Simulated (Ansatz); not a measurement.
Here is a crystal structure:

```xyz
31
Lattice="-6.2587 0.0000 -6.2587 -6.2587 6.2587 0.0000 0.0000 6.2587 -6.2587" Properties=species:S:1:pos:R:3 pbc="T T T"
Mo   -7.8233    4.6940   -7.8233
Mo   -6.2671    6.2671   -9.3965
Mo   -6.2671    3.1209   -6.2502
Mo   -4.6940    4.6940   -7.8233
Mo   -4.7245    1.5647   -4.6940
Mo   -9.3834    9.3834   -6.2540
Mo   -9.3834    6.2633   -3.1340
Mo  -10.9527   10.9527  -10.9527
Mo  -10.9527    7.8233   -7.8233
Mo   -9.3796    9.3796   -9.3965
Mo   -9.3834    6.2633   -6.2540
Mo   -7.8233    7.8233   -7.8538
Mo   -7.8233    4.6635   -4.6940
Mo   -6.2633    6.2633   -6.2540
Mo   -4.6940    7.8233   -7.8233
Mo   -6.2671    9.3796   -9.3965
Mo   -4.6940    4.6940   -4.6940
Mo   -3.1209    6.2671   -6.2502
Mo   -3.1247    3.1247   -3.1340
Mo   -1.5647    4.7245   -4.6940
Mo   -1.5647    1.5647   -1.5342
Mo   -6.2633    9.3834   -3.1340
Mo   -6.2671    6.2671  -12.5089
Mo   -7.8233   10.9527   -7.8233
Mo   -7.8233    7.8233   -4.6940
Mo   -6.2633    9.3834   -6.2540
Mo   -6.2633    6.2633   -3.1340
Mo   -4.6635    7.8233   -4.6940
Mo   -4.6940    4.6940   -1.5647
Mo   -9.3796    6.2671   -9.3965
Mo   -9.3796    9.3796  -12.5089
```

Q: What crystal do these data define?

A: The element is molybdenum. The atoms follow space group Fm-3m (No. 225); the Bravais lattice is face-centred cubic. The cell holds 31 atoms. The bonds build a three-dimensional framework.

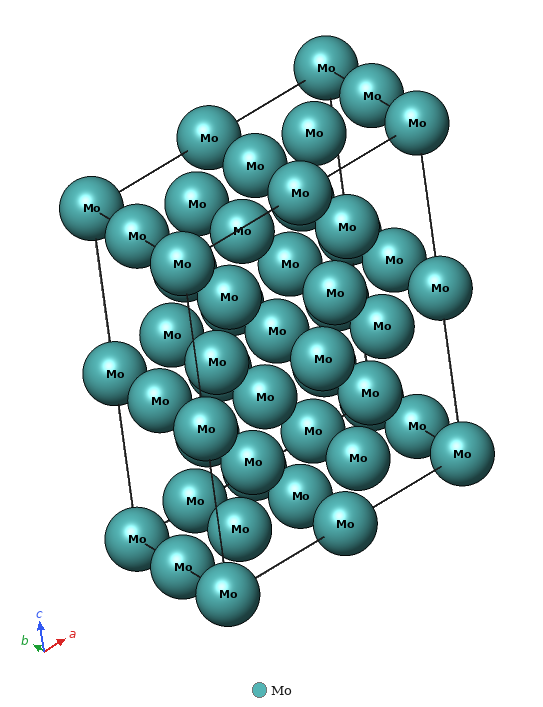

The structure above is drawn in spheres-only style and viewed slightly off an axis. The wireframe shows the simulation cell. Colours: molybdenum teal.

The structure comes from a structure listed in the Materials Project, repeated into a supercell with a point defect put in. The atoms were relaxed in a fixed cell with DFT PBEsol, scalar-relativistic, plane waves, PAW in Ansatz.
